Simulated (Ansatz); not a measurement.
## Molecular dynamics of CaO (part 1 of 4)

- system: CaO (24 atoms in the cell)
- method: DFT, PBE, plane waves, PAW, no spin polarisation (Ansatz 0.2.0)

The structure was built on a prototype by a generator. The geometry comes from this level: r2SCAN. It belongs to a series of runs on one base structure; here: NVT, Langevin thermostat at 1000 K.

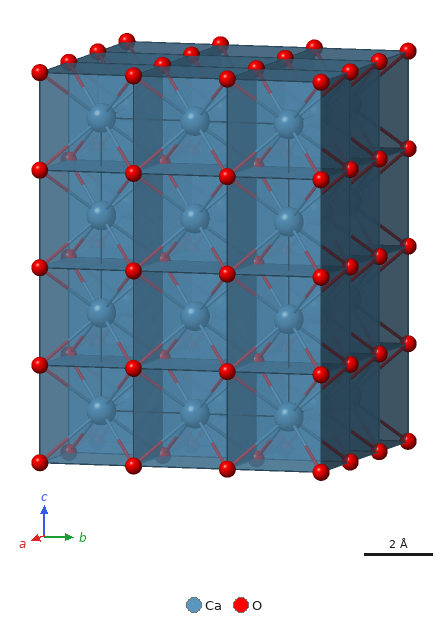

The input geometry (polyhedral view of the cell of the calculation, seen slightly off an axis; polyhedra are completed across the faces of the cell). An atom can appear more than once, as a periodic image.

## The input
```yaml
crystal:
  lattice:
    - [5.8064179366, 0.0, 0.0]
    - [0.0, 5.8064179366, 0.0]
    - [0.0, 0.0, 8.7096269049]
  atoms:
    - { symbol: Ca, position: [0.0, 0.0, 0.0] }
    - { symbol: O, position: [0.25, 0.25, 0.1666666667] }
    - { symbol: Ca, position: [0.0, 0.0, 0.3333333333] }
    - { symbol: O, position: [0.25, 0.25, 0.5] }
    - { symbol: Ca, position: [0.0, 0.0, 0.6666666667] }
    - { symbol: O, position: [0.25, 0.25, 0.8333333333] }
    - { symbol: Ca, position: [0.0, 0.5, 0.0] }
    - { symbol: O, position: [0.25, 0.75, 0.1666666667] }
    - { symbol: Ca, position: [0.0, 0.5, 0.3333333333] }
    - { symbol: O, position: [0.25, 0.75, 0.5] }
    - { symbol: Ca, position: [0.0, 0.5, 0.6666666667] }
    - { symbol: O, position: [0.25, 0.75, 0.8333333333] }
    - { symbol: Ca, position: [0.5, 0.0, 0.0] }
    - { symbol: O, position: [0.75, 0.25, 0.1666666667] }
    - { symbol: Ca, position: [0.5, 0.0, 0.3333333333] }
    - { symbol: O, position: [0.75, 0.25, 0.5] }
    - { symbol: Ca, position: [0.5, 0.0, 0.6666666667] }
    - { symbol: O, position: [0.75, 0.25, 0.8333333333] }
    - { symbol: Ca, position: [0.5, 0.5, 0.0] }
    - { symbol: O, position: [0.75, 0.75, 0.1666666667] }
    - { symbol: Ca, position: [0.5, 0.5, 0.3333333333] }
    - { symbol: O, position: [0.75, 0.75, 0.5] }
    - { symbol: Ca, position: [0.5, 0.5, 0.6666666667] }
    - { symbol: O, position: [0.75, 0.75, 0.8333333333] }
kpoints:
  mp_grid: { grid: [2, 2, 2] }
hamiltonian:
  xc: pbe
scf:
  occupations: { method: fermi_dirac, width: 0.086 }
md:
  ensemble: nvt_langevin
  temperature: 1000
  timestep: 1.5
  n_steps: 30
  initial_velocities: maxwell_boltzmann
  seed: 8182
```

Run on 4 threads of Intel Xeon @ 2.50GHz (Skylake/Cascade Lake), 189 GiB of memory available, shared host.

Command:
```bash
ansatz run input.yaml --threads 4 --pin off --max-ram 3686MiB --backend cpu --events-out ev --progress --plain --runs-dir out
```

## Log
```
Warning: md: disabling space-group detection — thermal motion breaks the input geometry's symmetry, so no spatial operation reduces the k-mesh or symmetrises the density; time reversal is kept, so that k and −k are solved as one point where they differ and the mesh holds both, and exact exchange and, on two spinor components, a DFT+U term hold to it where the run has them: on two components no moment then forms, and a state that bears one, which a typed moment (crystal.atoms[].spin; refused beside efield: under a hybrid functional) reaches, can lie lower, under hf by electronvolts; crystal.symmetry.detect: false (a key that needs symmetry detection or time reversal refuses this as the deck is read) with time_reversal: false beside it drops time reversal too
Engine: ansatz 0.2.0, x86_64-unknown-linux-gnu
Pseudopotentials: kind: paw
Pseudopotential: Ca, paw, valence charge 10, recommended cutoff 420 eV (normal), Ca.paw.azcp
Pseudopotential: O, paw, valence charge 6, recommended cutoff 420 eV (normal), O.paw.azcp
Functional definition: PBE
  parameter kappa = 0.804
  parameter beta = 0.06672455060314922
  exchange = pbe_x(kappa = kappa, mu = beta*pi^2/3)
  correlation = pbe_c(beta = beta)
Crystal: 24 atoms, lattice volume = 293.641 Å³
Basis set: ecut = 420 eV, 5769 PW (Γ), exchange–correlation on 80×80×120 points (8 copies of the dense FFT grid, shifted against one another)
Bands: 120, of which v1, the nominal top of the filled ones, is band 96 counted from 1 (95 counted from 0)
Symmetry: 1 space group operations
k-points: 8
Non-local potential: Ca, projectors of the file, l = 0: 3, l = 1: 2, l = 2: 2
Non-local potential: O, projectors of the file, l = 0: 2, l = 1: 2, l = 2: 1
PAW form: soft (Blöchl's): semilocal exchange-correlation on the pseudo side does not see the compensation charge
PAW one-centre angular grid: Ca, 110 points (default); XC on 64 Gauss nodes
PAW one-centre angular grid: O, 110 points (default); XC on 64 Gauss nodes
Initial density: superposition of atomic densities (neutral atoms: chi_scale 0, normalization atom), corrected by the library's trained network
Initial wavefunctions: pseudopotential atomic-orbital guess
Functional: x = pbe(κ = 0.804, μ = 0.2195149727645171), c = pbe(β = 0.06672455060314922)
SCF iter   1: F=—  HF=-28640.680065 eV  |F-HF|=—  |Δ(HF+E_count)|=         —  Δρ=3.79e-3  dr2=5.71e-2  ethr=1.77e-3  ⟨swp⟩=11.5  Hψ=5466  notcnv=0  defer=3
preconditioner: auto → Resta (q_TF=auto, 2.542 Å⁻¹)  ε∞=3.7  [insulator: Δε(μ)=2.848 eV  Ē_g=16.960 eV  σ=0.086 eV  W_gap=1.00  n_scr=90 (ndim 8)  ℏωp=28.1 eV  f_vac=0.000  D(μ)=0.00/eV (n_scr^D=0)  ε∞_Penn≈3.7]
SCF iter   2: F=—  HF=-28640.667521 eV  |F-HF|=—  |Δ(HF+E_count)|=   1.25e-2  Δρ=2.06e-3  dr2=7.98e-3  ethr=2.97e-5  ⟨swp⟩=2.0  Hψ=1501  notcnv=0  defer=82
SCF iter   3: F=—  HF=-28640.666240 eV  |F-HF|=—  |Δ(HF+E_count)|=   1.28e-3  Δρ=7.96e-4  dr2=2.00e-3  ethr=4.16e-6  ⟨swp⟩=2.0  Hψ=1150  notcnv=0  defer=82
SCF iter   4: F=—  HF=-28640.666055 eV  |F-HF|=—  |Δ(HF+E_count)|=   1.85e-4  Δρ=3.17e-4  dr2=2.68e-4  ethr=1.04e-6  ⟨swp⟩=2.6  Hψ=1512  notcnv=0  defer=82
SCF iter   5: F=—  HF=-28640.666050 eV  |F-HF|=—  |Δ(HF+E_count)|=   4.97e-6  Δρ=6.00e-5  dr2=9.06e-6  ethr=1.39e-7  ⟨swp⟩=2.9  Hψ=1553  notcnv=0  defer=82
SCF iter   6: F=—  HF=-28640.664246 eV  |F-HF|=—  |Δ(HF+E_count)|=   1.80e-3  Δρ=3.18e-5  dr2=2.41e-6  ethr=4.72e-9  ⟨swp⟩=2.0  Hψ=1564  notcnv=0  defer=82
SCF iter   7: F=-28640.664245 eV  HF=-28640.664245 eV  |F-HF|=1.87e-8  |Δ(HF+E_count)|=   3.66e-7  Δρ=3.45e-6  dr2=2.00e-8  ethr=1.25e-11  ⟨swp⟩=3.0  Hψ=3387  notcnv=0
SCF 1 converged in 7 iterations: F = -28640.664245 eV  dr2 = 2.00e-8
  greatest PAW one-centre occupation: 0.995 electrons in one spin orbital (limit 2), on the Ca atom at site 14 (counted from 0), in its partial waves of l = 0
md step     0: t =     0.00 fs  T =   958.3 K  F+E_penalty+E_count = -28640.66424528 eV  E_kin = 2.972980 eV  (7 SCF iters)
Initial density: handed on by an earlier stage of this run
Initial wavefunctions: those handed on with the density
iter 1 solved again at ethr=7.93e-6 eV; its pass at ethr=3.10e-3 eV (dr2=1.52e-2 eV) is discarded
SCF iter   1: F=—  HF=-28640.653513 eV  |F-HF|=—  |Δ(HF+E_count)|=         —  Δρ=2.36e-3  dr2=1.54e-2  ethr=7.93e-6  ⟨swp⟩=2.8  Hψ=4618  notcnv=0  defer=1
preconditioner: auto → Resta (q_TF=auto, 2.542 Å⁻¹)  ε∞=3.8  [insulator: Δε(μ)=2.755 eV  Ē_g=16.928 eV  σ=0.086 eV  W_gap=1.00  n_scr=90 (ndim 8)  ℏωp=28.1 eV  f_vac=0.000  D(μ)=0.00/eV (n_scr^D=0)  ε∞_Penn≈3.8]
SCF iter   2: F=—  HF=-28640.650120 eV  |F-HF|=—  |Δ(HF+E_count)|=   3.39e-3  Δρ=1.15e-3  dr2=3.35e-3  ethr=7.93e-6  ⟨swp⟩=2.8  Hψ=1659  notcnv=0
SCF iter   3: F=—  HF=-28640.649608 eV  |F-HF|=—  |Δ(HF+E_count)|=   5.12e-4  Δρ=4.38e-4  dr2=5.11e-4  ethr=1.75e-6  ⟨swp⟩=2.0  Hψ=1447  notcnv=0
SCF iter   4: F=—  HF=-28640.649533 eV  |F-HF|=—  |Δ(HF+E_count)|=   7.59e-5  Δρ=1.65e-4  dr2=6.78e-5  ethr=2.66e-7  ⟨swp⟩=2.0  Hψ=1337  notcnv=0
SCF iter   5: F=—  HF=-28640.648210 eV  |F-HF|=—  |Δ(HF+E_count)|=   1.32e-3  Δρ=3.46e-5  dr2=2.95e-6  ethr=3.53e-8  ⟨swp⟩=2.0  Hψ=1272  notcnv=0
SCF iter   6: F=—  HF=-28640.647853 eV  |F-HF|=—  |Δ(HF+E_count)|=   3.57e-4  Δρ=1.01e-5  dr2=2.30e-7  ethr=1.54e-9  ⟨swp⟩=2.0  Hψ=1321  notcnv=0
SCF iter   7: F=—  HF=-28640.647853 eV  |F-HF|=—  |Δ(HF+E_count)|=   3.41e-8  Δρ=5.74e-6  dr2=7.62e-8  ethr=1.20e-10  ⟨swp⟩=2.0  Hψ=1343  notcnv=0
SCF iter   8: F=-28640.647853 eV  HF=-28640.647853 eV  |F-HF|=2.47e-9  |Δ(HF+E_count)|=   4.61e-9  Δρ=1.65e-6  dr2=6.13e-9  ethr=1.25e-11  ⟨swp⟩=2.4  Hψ=3019  notcnv=0
SCF 2 converged in 8 iterations: F = -28640.647853 eV  dr2 = 6.13e-9
  greatest PAW one-centre occupation: 0.995 electrons in one spin orbital (limit 2), on the Ca atom at site 12 (counted from 0), in its partial waves of l = 0
md step     1: t =     1.50 fs  T =   942.1 K  F+E_penalty+E_count = -28640.64785342 eV  E_kin = 2.922621 eV  (8 SCF iters)
[... from here on the SCF iterations and repeated set-up lines of each step are left out, up to the last step ...]
SCF 3 converged in 8 iterations: F = -28640.598497 eV  dr2 = 6.94e-9
md step     2: t =     3.00 fs  T =   925.0 K  F+E_penalty+E_count = -28640.59849650 eV  E_kin = 2.869656 eV  (8 SCF iters)
SCF 4 converged in 8 iterations: F = -28640.517471 eV  dr2 = 3.61e-9
md step     3: t =     4.50 fs  T =   894.0 K  F+E_penalty+E_count = -28640.51747098 eV  E_kin = 2.773349 eV  (8 SCF iters)
SCF 5 converged in 8 iterations: F = -28640.410453 eV  dr2 = 2.94e-9
md step     4: t =     6.00 fs  T =   851.1 K  F+E_penalty+E_count = -28640.41045336 eV  E_kin = 2.640249 eV  (8 SCF iters)
SCF 6 converged in 6 iterations: F = -28640.282334 eV  dr2 = 8.00e-9
md step     5: t =     7.50 fs  T =   807.9 K  F+E_penalty+E_count = -28640.28233360 eV  E_kin = 2.506204 eV  (6 SCF iters)
SCF 7 converged in 6 iterations: F = -28640.138569 eV  dr2 = 7.07e-9
md step     6: t =     9.00 fs  T =   749.8 K  F+E_penalty+E_count = -28640.13856888 eV  E_kin = 2.326109 eV  (6 SCF iters)
SCF 8 converged in 6 iterations: F = -28639.981530 eV  dr2 = 1.02e-8
md step     7: t =    10.50 fs  T =   708.7 K  F+E_penalty+E_count = -28639.98152955 eV  E_kin = 2.198516 eV  (6 SCF iters)
SCF 9 converged in 6 iterations: F = -28639.808133 eV  dr2 = 8.15e-9
md step     8: t =    12.00 fs  T =   726.6 K  F+E_penalty+E_count = -28639.80813280 eV  E_kin = 2.254111 eV  (6 SCF iters)
SCF 10 converged in 6 iterations: F = -28639.626331 eV  dr2 = 9.11e-9
md step     9: t =    13.50 fs  T =   684.5 K  F+E_penalty+E_count = -28639.62633132 eV  E_kin = 2.123515 eV  (6 SCF iters)
SCF 11 converged in 8 iterations: F = -28639.450112 eV  dr2 = 2.23e-9
md step    10: t =    15.00 fs  T =   602.9 K  F+E_penalty+E_count = -28639.45011214 eV  E_kin = 1.870361 eV  (8 SCF iters)
SCF 12 converged in 6 iterations: F = -28639.281649 eV  dr2 = 8.32e-9
md step    11: t =    16.50 fs  T =   591.9 K  F+E_penalty+E_count = -28639.28164869 eV  E_kin = 1.836154 eV  (6 SCF iters)
SCF 13 converged in 6 iterations: F = -28639.127599 eV  dr2 = 8.66e-9
md step    12: t =    18.00 fs  T =   543.5 K  F+E_penalty+E_count = -28639.12759861 eV  E_kin = 1.686182 eV  (6 SCF iters)
SCF 14 converged in 6 iterations: F = -28638.994774 eV  dr2 = 1.58e-8
md step    13: t =    19.50 fs  T =   552.5 K  F+E_penalty+E_count = -28638.99477404 eV  E_kin = 1.713870 eV  (6 SCF iters)
SCF 15 converged in 6 iterations: F = -28638.885610 eV  dr2 = 1.22e-8
md step    14: t =    21.00 fs  T =   502.5 K  F+E_penalty+E_count = -28638.88561032 eV  E_kin = 1.558883 eV  (6 SCF iters)
SCF 16 converged in 6 iterations: F = -28638.794401 eV  dr2 = 1.03e-8
md step    15: t =    22.50 fs  T =   556.1 K  F+E_penalty+E_count = -28638.79440101 eV  E_kin = 1.725301 eV  (6 SCF iters)
SCF 17 converged in 6 iterations: F = -28638.711148 eV  dr2 = 1.81e-8
md step    16: t =    24.00 fs  T =   647.2 K  F+E_penalty+E_count = -28638.71114841 eV  E_kin = 2.007825 eV  (6 SCF iters)
SCF 18 converged in 6 iterations: F = -28638.644789 eV  dr2 = 1.24e-8
md step    17: t =    25.50 fs  T =   689.7 K  F+E_penalty+E_count = -28638.64478873 eV  E_kin = 2.139504 eV  (6 SCF iters)
SCF 19 converged in 6 iterations: F = -28638.600434 eV  dr2 = 1.00e-8
md step    18: t =    27.00 fs  T =   662.3 K  F+E_penalty+E_count = -28638.60043368 eV  E_kin = 2.054546 eV  (6 SCF iters)
SCF 20 converged in 6 iterations: F = -28638.562014 eV  dr2 = 1.75e-8
md step    19: t =    28.50 fs  T =   693.2 K  F+E_penalty+E_count = -28638.56201382 eV  E_kin = 2.150595 eV  (6 SCF iters)
SCF 21 converged in 8 iterations: F = -28638.531229 eV  dr2 = 1.60e-9
md step    20: t =    30.00 fs  T =   689.8 K  F+E_penalty+E_count = -28638.53122920 eV  E_kin = 2.139829 eV  (8 SCF iters)
SCF 22 converged in 6 iterations: F = -28638.526017 eV  dr2 = 1.65e-8
md step    21: t =    31.50 fs  T =   651.0 K  F+E_penalty+E_count = -28638.52601657 eV  E_kin = 2.019480 eV  (6 SCF iters)
SCF 23 converged in 6 iterations: F = -28638.537757 eV  dr2 = 2.10e-8
md step    22: t =    33.00 fs  T =   652.4 K  F+E_penalty+E_count = -28638.53775708 eV  E_kin = 2.023803 eV  (6 SCF iters)
SCF 24 converged in 6 iterations: F = -28638.564341 eV  dr2 = 1.58e-8
md step    23: t =    34.50 fs  T =   680.6 K  F+E_penalty+E_count = -28638.56434106 eV  E_kin = 2.111461 eV  (6 SCF iters)
SCF 25 converged in 7 iterations: F = -28638.597697 eV  dr2 = 2.20e-9
md step    24: t =    36.00 fs  T =   695.3 K  F+E_penalty+E_count = -28638.59769728 eV  E_kin = 2.157112 eV  (7 SCF iters)
SCF 26 converged in 6 iterations: F = -28638.635482 eV  dr2 = 9.50e-9
md step    25: t =    37.50 fs  T =   693.5 K  F+E_penalty+E_count = -28638.63548214 eV  E_kin = 2.151323 eV  (6 SCF iters)
SCF 27 converged in 6 iterations: F = -28638.694446 eV  dr2 = 1.54e-8
md step    26: t =    39.00 fs  T =   718.7 K  F+E_penalty+E_count = -28638.69444588 eV  E_kin = 2.229428 eV  (6 SCF iters)
SCF 28 converged in 6 iterations: F = -28638.764997 eV  dr2 = 1.00e-8
md step    27: t =    40.50 fs  T =   781.2 K  F+E_penalty+E_count = -28638.76499701 eV  E_kin = 2.423482 eV  (6 SCF iters)
SCF 29 converged in 6 iterations: F = -28638.827499 eV  dr2 = 7.86e-9
md step    28: t =    42.00 fs  T =   818.6 K  F+E_penalty+E_count = -28638.82749881 eV  E_kin = 2.539616 eV  (6 SCF iters)
SCF 30 converged in 6 iterations: F = -28638.877945 eV  dr2 = 2.12e-8
md step    29: t =    43.50 fs  T =   834.4 K  F+E_penalty+E_count = -28638.87794512 eV  E_kin = 2.588610 eV  (6 SCF iters)
iter 1 solved again at ethr=6.68e-6 eV; its pass at ethr=3.10e-3 eV (dr2=1.28e-2 eV) is discarded
SCF iter   1: F=—  HF=-28638.921040 eV  |F-HF|=—  |Δ(HF+E_count)|=         —  Δρ=2.26e-3  dr2=1.34e-2  ethr=6.68e-6  ⟨swp⟩=2.2  Hψ=4794  notcnv=0
preconditioner: auto → Resta (q_TF=auto, 2.542 Å⁻¹)  ε∞=3.8  [insulator: Δε(μ)=3.484 eV  Ē_g=16.930 eV  σ=0.086 eV  W_gap=1.00  n_scr=90 (ndim 8)  ℏωp=28.1 eV  f_vac=0.000  D(μ)=0.00/eV (n_scr^D=0)  ε∞_Penn≈3.8]
SCF iter   2: F=—  HF=-28638.917993 eV  |F-HF|=—  |Δ(HF+E_count)|=   3.05e-3  Δρ=1.09e-3  dr2=2.77e-3  ethr=6.68e-6  ⟨swp⟩=2.1  Hψ=1418  notcnv=0
SCF iter   3: F=—  HF=-28638.917568 eV  |F-HF|=—  |Δ(HF+E_count)|=   4.26e-4  Δρ=5.29e-4  dr2=7.12e-4  ethr=1.44e-6  ⟨swp⟩=2.0  Hψ=1450  notcnv=0
SCF iter   4: F=—  HF=-28638.917441 eV  |F-HF|=—  |Δ(HF+E_count)|=   1.26e-4  Δρ=1.35e-4  dr2=4.45e-5  ethr=3.71e-7  ⟨swp⟩=2.0  Hψ=1341  notcnv=0
SCF iter   5: F=—  HF=-28638.917594 eV  |F-HF|=—  |Δ(HF+E_count)|=   1.52e-4  Δρ=3.40e-5  dr2=2.49e-6  ethr=2.32e-8  ⟨swp⟩=2.0  Hψ=1631  notcnv=0
SCF iter   6: F=—  HF=-28638.917229 eV  |F-HF|=—  |Δ(HF+E_count)|=   3.65e-4  Δρ=2.41e-5  dr2=1.38e-6  ethr=1.30e-9  ⟨swp⟩=2.0  Hψ=1344  notcnv=0
SCF iter   7: F=—  HF=-28638.917229 eV  |F-HF|=—  |Δ(HF+E_count)|=   1.75e-7  Δρ=4.25e-6  dr2=2.91e-8  ethr=7.20e-10  ⟨swp⟩=2.0  Hψ=1344  notcnv=0
SCF iter   8: F=-28638.917229 eV  HF=-28638.917229 eV  |F-HF|=3.64e-10  |Δ(HF+E_count)|=   2.73e-8  Δρ=9.32e-7  dr2=1.98e-9  ethr=1.25e-11  ⟨swp⟩=3.0  Hψ=2528  notcnv=0
SCF 31 converged in 8 iterations: F = -28638.917229 eV  dr2 = 1.98e-9
md step    30: t =    45.00 fs  T =  1007.2 K  F+E_penalty+E_count = -28638.91722884 eV  E_kin = 3.124541 eV  (8 SCF iters)
```

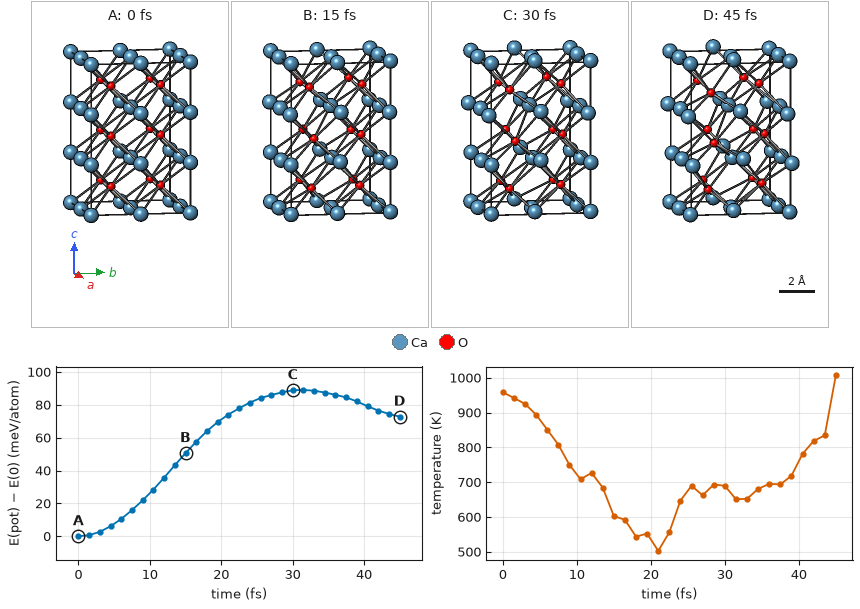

Frames of the molecular dynamics (ball-and-stick, simulation cell, seen slightly off an axis) above the curves, on which the letters mark them. The trajectory kept here has 31 frames over 45 fs. The temperature starts at 958 K, ranges from 503 to 1007 K and averages 717 K over the second half. The potential energy ends 72.8 meV/atom above its first value. With the common drift removed, the root-mean-square displacement is 0.27 Å, and Ca7 has moved furthest (0.49 Å).

```
SCF converged after 8 iterations
Free energy (F): -28638.917229 eV
Harris-Foulkes:  -28638.917229 eV  (|F-HF|=3.64e-10)
Internal energy: -28638.917229 eV  (E = F + TS)
E sigma→0 (E₀):  -28638.917229 eV
Fermi energy:    11.779261 eV
--- Per-component energies (eV) ---
  E_band       = -920.277374
  E_kinetic    = 5505.489525
  E_local      = -9711.408972  (includes V_loc(G=0)·N_el)
  E_nonlocal   = 1342.306291
  E_hartree    = 3190.093929
  E_xc         = -2568.890590
  E_vxc        = -3233.489527  (∫ρ·V_xc dr)
  E_paw        = -12197.992702  (= ΣΔE_a)
  E_vpaw       = -1203.392343  (= ΣTr[D̂ρ^β])
  E_aug_tail   = 0.029189  (compensation charges beyond the density's cutoff)
  E_ewald      = -14198.543898
  E_smearing   = -0.000000  (= −TS)
  E_closure    = -0.000000  (closes the sum)
  Σ components = -28638.917229   (vs F -28638.917229, Δ=0.00e0)
--- Forces (eV/Å), atoms counted from 1 ---
  atom   1  Ca     0.01454590    -1.62183089    -1.04106587
  atom   2  O      0.08738141    -0.51674847     0.66142422
  atom   3  Ca     0.30053693     0.57645959    -0.28030646
  atom   4  O     -0.42580115    -1.21153504    -0.14998560
  atom   5  Ca    -0.65549378     0.90658541     1.09023040
  atom   6  O      0.11290250    -0.57763812     0.37424679
  atom   7  Ca     0.05278229     2.33652629    -0.80587778
  atom   8  O      0.46023383     0.11094609    -0.36905185
  atom   9  Ca     0.69073039     0.70292134    -1.36655961
  atom  10  O      0.97162641     0.27664457     0.38384684
  atom  11  Ca    -0.54951638    -0.36268454     0.30987601
  atom  12  O     -0.78221031     1.53043774    -0.49049767
  atom  13  Ca    -0.21624320     0.34531630    -0.87150877
  atom  14  O      0.12769039     0.48321004    -0.01877255
  atom  15  Ca    -0.65841719     0.70867708     0.07172350
  atom  16  O     -0.63727098    -0.50627121     0.81937956
  atom  17  Ca     0.50378121    -0.35271292     0.44304704
  atom  18  O     -1.02900928    -0.44012522     0.81276466
  atom  19  Ca    -0.38814541    -0.90681667     0.76786305
  atom  20  O      0.60533805    -1.03739311    -0.05004138
  atom  21  Ca    -0.16834959    -0.26935332    -0.13218483
  atom  22  O     -0.13217243    -0.80186987    -0.06760796
  atom  23  Ca     1.53787328     0.48043199    -0.12638075
  atom  24  O      0.17722008     0.14682769     0.03544188
  max |Σ_I F_I| component: 1.30e-5 eV/Å
--- MD trajectory: 30 steps, t = 0.0 → 45.0 fs ---
  final state: T = 1007.2 K   F+E_penalty+E_count = -28638.91722884 eV   E_kin = 3.124541 eV
```

## File md.tsv
```
# step	time_fs	lagrangian_ev	e_kin_ev	conserved_ev	temperature_k	n_scf	instantaneous_pressure_gpa	pulay_correction_pressure_gpa	volume_ang3	basis_selection	selection_volumetric_strain	selection_max_deviatoric_strain	pulay_correction_read	pulay_correction_kernel_widenings	a_ang	b_ang	c_ang	alpha_deg	beta_deg	gamma_deg	quantum_kinetic_energy_ev	gyration_radius_ang	target_temperature_k	e_deformation_potential
0	0.000000	-2.8640664245e4	2.9729799754e0	nan	958.3333	7	nan	nan	nan	nan	nan	nan	nan	nan	nan	nan	nan	nan	nan	nan	nan	nan	nan	0.0000000000e0
1	1.500000	-2.8640647853e4	2.9226209382e0	nan	942.1002	8	nan	nan	nan	nan	nan	nan	nan	nan	nan	nan	nan	nan	nan	nan	nan	nan	nan	0.0000000000e0
2	3.000000	-2.8640598497e4	2.8696559589e0	nan	925.0271	8	nan	nan	nan	nan	nan	nan	nan	nan	nan	nan	nan	nan	nan	nan	nan	nan	nan	0.0000000000e0
3	4.500000	-2.8640517471e4	2.7733492339e0	nan	893.9828	8	nan	nan	nan	nan	nan	nan	nan	nan	nan	nan	nan	nan	nan	nan	nan	nan	nan	0.0000000000e0
4	6.000000	-2.8640410453e4	2.6402488405e0	nan	851.0782	8	nan	nan	nan	nan	nan	nan	nan	nan	nan	nan	nan	nan	nan	nan	nan	nan	nan	0.0000000000e0
5	7.500000	-2.8640282334e4	2.5062044586e0	nan	807.8693	6	nan	nan	nan	nan	nan	nan	nan	nan	nan	nan	nan	nan	nan	nan	nan	nan	nan	0.0000000000e0
6	9.000000	-2.8640138569e4	2.3261089605e0	nan	749.8159	6	nan	nan	nan	nan	nan	nan	nan	nan	nan	nan	nan	nan	nan	nan	nan	nan	nan	0.0000000000e0
7	10.500000	-2.8639981530e4	2.1985162260e0	nan	708.6867	6	nan	nan	nan	nan	nan	nan	nan	nan	nan	nan	nan	nan	nan	nan	nan	nan	nan	0.0000000000e0
8	12.000000	-2.8639808133e4	2.2541111484e0	nan	726.6076	6	nan	nan	nan	nan	nan	nan	nan	nan	nan	nan	nan	nan	nan	nan	nan	nan	nan	0.0000000000e0
```
